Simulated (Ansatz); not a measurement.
Consider Mg$_{16}$O$_{15}$ (cell with a defect).

```
Mg O
1.0
     4.21405    4.21405    4.21405
    -4.21405   -4.21405    4.21405
     4.21405   -4.21405   -4.21405
Mg O
16 15
Direct
  0.75114 0.24925 0.00068
  0.99976 0.99920 0.99927
  0.75100 0.50059 0.74914
  0.99975 0.24936 0.74940
  0.24864 0.99809 0.74941
  0.24964 0.74925 0.99929
  0.49961 0.50053 0.00075
  0.74964 0.99931 0.24931
  0.74981 0.74929 0.49934
  0.99967 0.49922 0.49937
  0.24815 0.24906 0.49777
  0.49972 0.99783 0.49794
  0.49971 0.74911 0.74941
  0.99954 0.74913 0.24923
  0.24979 0.49928 0.24940
  0.49978 0.24933 0.24941
  0.75038 0.99843 0.74929
  0.49972 0.50023 0.49878
  0.75054 0.24931 0.49880
  0.99821 0.99850 0.49867
  0.99986 0.74946 0.74937
  0.24912 0.50013 0.74941
  0.49973 0.99855 0.00001
  0.49971 0.74932 0.24945
  0.75055 0.50021 0.25088
  0.99969 0.24926 0.24929
  0.24895 0.99851 0.24800
  0.24890 0.74761 0.49846
  0.75057 0.75086 0.00021
  0.00125 0.50011 0.00029
  0.24889 0.24938 0.00012
```

The program warned that a starting moment wasn't kept; spin-polarised, but the moments vanished.

Level of theory: DFT PBEsol, scalar-relativistic, plane waves, PAW in Ansatz 0.2.0.

### Predict the valence pseudo-density and electron localisation function between the atoms.

Mg–O (2.11 Å): ρ at the midpoint is about 0.33 e/Å³; the ELF peaks at about 0.85 in the valence shell of O, 0.6 Å from its nucleus, and is about 0.30 at the midpoint; a closed-shell, largely ionic contact.

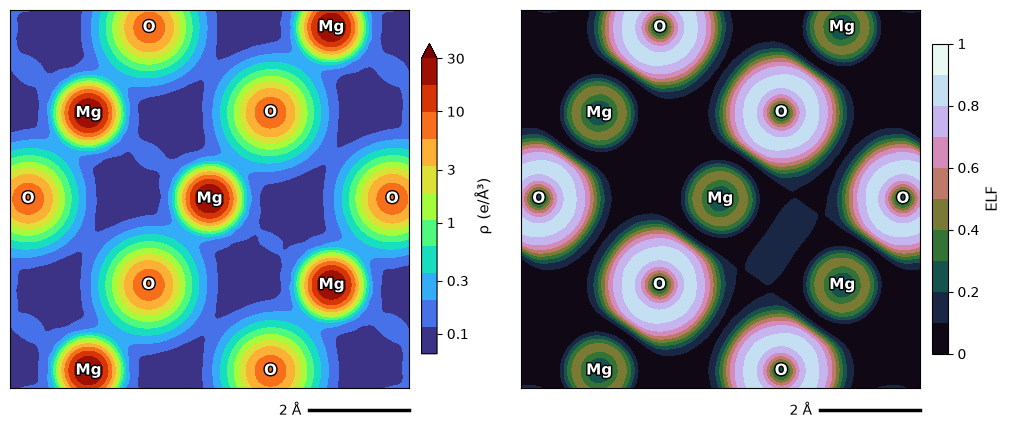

Computed valence pseudo-density and electron localisation function on the (100) plane of the calculation cell, in this order. 

The density is the valence pseudo-density of a PAW calculation; it isn't the true density close to the nuclei.
